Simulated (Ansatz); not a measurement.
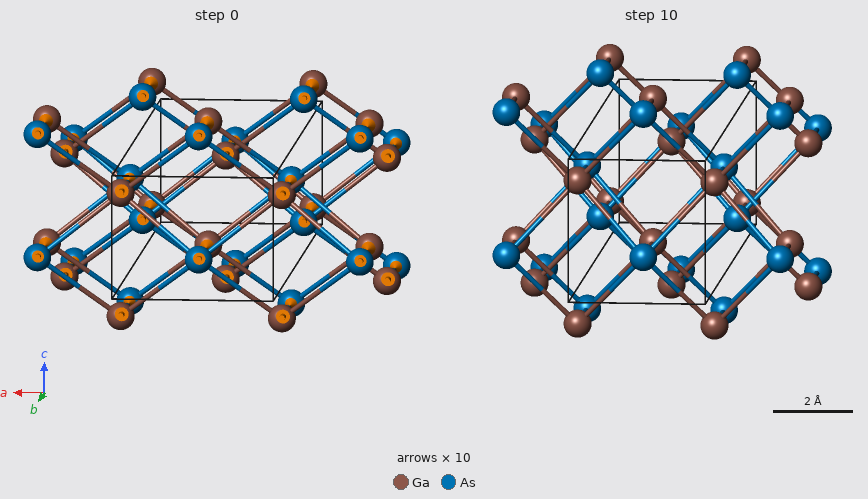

The structure of a crystal of GaAs (built on the CrB type) (coarse preliminary run) before (left) and after (right) a relaxation, at one scale. The orange arrows give the displacements (the part carried along by the change of the cell is left out), magnified 10 times.

The picture is a ball-and-stick view of the conventional cell (2 times the calculation's cell), seen from a free direction. Lengths and directions refer to the drawn axes.

Case: CrB type (Cmcm, No. 63).

The calculation used Ansatz, DFT r2SCAN, scalar-relativistic, plane waves, PAW.

Input file:
```yaml
crystal:
  lattice:
    - [2.0512103845, -6.6329012337, 0.0]
    - [2.0512103845, 6.6329012337, 0.0]
    - [0.0, 0.0, 3.1544082262]
  atoms:
    - { symbol: Ga, position: [0.8219829784, 0.1780170216, 0.25] }
    - { symbol: Ga, position: [0.1780170216, 0.8219829784, 0.75] }
    - { symbol: As, position: [0.6252145887, 0.3747854113, 0.25] }
    - { symbol: As, position: [0.3747854113, 0.6252145887, 0.75] }
basis:
  ecutwfc: 500
kpoints:
  mp_grid: { grid: [4, 4, 6] }
hamiltonian:
  xc: r2scan
scf:
  occupations: { method: gaussian, width: 0.1 }
  lower_state_search: "off"
output:
  forces: true
  stress: true
  eigenvalues: true
relax:
  adjacent_minimum: "off"
  f_tol: 0.04
  max_steps: 70
  cell: { stress_tol: 0.4 }
```

Launched with:
```bash
ansatz run input.yaml --threads 1 --pin off --max-ram 3072MiB --backend cpu --events-out ev --progress --plain --runs-dir out
```

**Summarise the run.**

The largest moves relative to the cell, 0.061 Å, are those of Ga1 and Ga2. Ga1 goes along +b. Largest moves by element: Ga 0.061 Å, As 0.039 Å. The drawn cell changes as follows: a 4.102 → 3.482 Å (−15.1 %), b 13.266 → 13.796 Å (+4.0 %), c 3.154 → 3.668 Å (+16.3 %); the volume changes by +2.7 %. Among the contacts that change: As3–As3 3.154 → 3.668 Å, Ga1–As4 2.681 → 2.638 Å, Ga1–As3 2.610 → 2.615 Å. Bond angles that change, for instance: As4–Ga1–As4 99.8° → 82.6°, Ga1–As4–Ga1 99.8° → 82.6°, As4–Ga1–As4 72.1° → 88.1°. The space group stays Cmcm (No. 63). Over 9 accepted moves (10 points after the start) the energy falls by 117 meV per atom. Largest force component: 0.069 eV/Å at the start, 0.0064 eV/Å at the end. Pressure: 1.32 GPa at the start and 0.05 GPa at the end. The SCF was repeated once at an unchanged geometry on a basis and grid sized afresh for the cell, which shifted the energy by 0.7 meV per atom at most.
